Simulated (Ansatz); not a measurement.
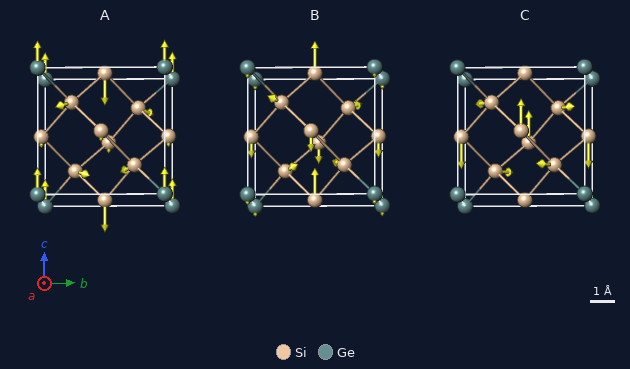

Three optical modes of crystalline Si$_{7}$Ge at the zone centre, in no order (one member of each degenerate set). The yellow arrows give the relative displacements of the atoms. A ball-and-stick model of the cell of the calculation, seen from a free direction.

The calculation used Ansatz 0.2.0, DFT PBEsol, scalar-relativistic, plane waves, PAW. Set-up: plane-wave cutoff 420 eV; k-point mesh 6 × 6 × 6; occupations gaussian; smearing width 0.03 eV; no spin polarisation.

Frequencies are those without the non-analytic (LO–TO) term.

Rank the modes by frequency, softest first.

Answer. A (111 cm⁻¹), C (137 cm⁻¹), B (433 cm⁻¹). A, T₂: It mainly bends the Si–Si, Ge–Si bonds; the kinetic energy is shared as Si 62 %, Ge 38 %. C, T₁: The Ge atoms stay at rest; atoms of one kind move against one another, with no net shift of any sublattice; the Si–Si, Ge–Si bond lengths don't change to first order, so for these it is a bending, tilting or sliding motion. B, T₂: It stretches the shortest Si–Si bonds (2.36 Å); the kinetic energy is shared as Si 98 %, Ge 2 %.
